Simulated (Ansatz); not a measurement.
System: KF.

Space group Fm-3m.

```cif
data_structure
_symmetry_space_group_name_H-M 'P 1'
_symmetry_Int_Tables_number 1
_cell_length_a 5.3437
_cell_length_b 5.3437
_cell_length_c 5.3437
_cell_angle_alpha 90.000
_cell_angle_beta 90.000
_cell_angle_gamma 90.000
_cell_volume 152.59
loop_
_atom_site_label
_atom_site_type_symbol
_atom_site_fract_x
_atom_site_fract_y
_atom_site_fract_z
_atom_site_occupancy
K1 K 0.00000 0.00000 0.00000 1
K2 K 0.50000 0.50000 0.00000 1
K3 K 0.50000 0.00000 0.50000 1
K4 K 0.00000 0.50000 0.50000 1
F1 F 0.50000 0.00000 0.00000 1
F2 F 0.00000 0.50000 0.00000 1
F3 F 0.00000 0.00000 0.50000 1
F4 F 0.50000 0.50000 0.50000 1
```

Theory: DFT PBE, scalar-relativistic, plane waves, PAW (Ansatz).

What makes up the frontier states of this crystal?

It is gapped, with a Kohn–Sham gap of 6.2 eV on the k-point mesh.
- The top of the valence band: F 2p (over 95 %) by Löwdin projection on a minimal orbital set; in space F about 95 % and K little.
- The bottom of the conduction band: K 4s (85 %) and F 2s (10 %) by Löwdin projection on a minimal orbital set; in space K about 50 % and F about 50 %. The two measures disagree here: the projection uses a minimal set of atomic orbitals, while the spatial cells share out diffuse density by volume.

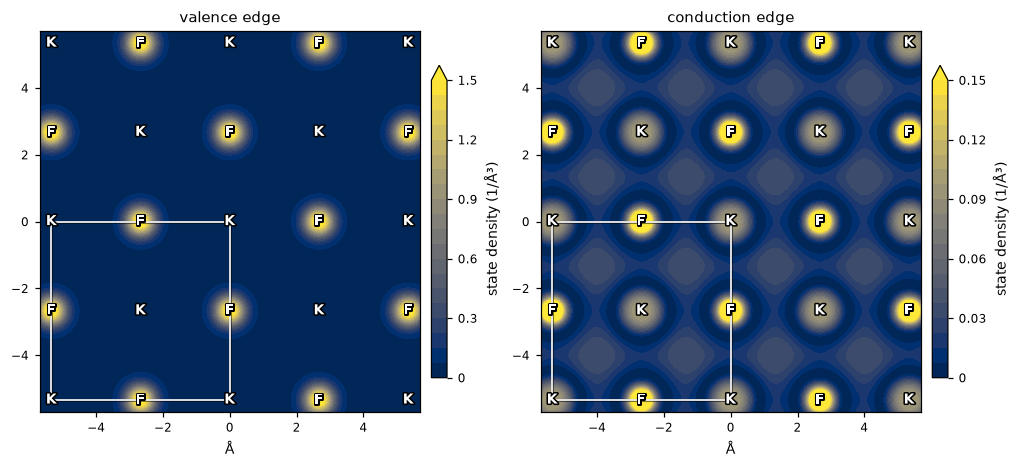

Computed densities of these states (windows −0.6 to 0.0 eV and +6.2 to +6.8 eV about the valence-band maximum) on the (100) plane of the conventional cell.

Core electrons are frozen (PAW), so the fields are smoothed inside the atomic spheres.
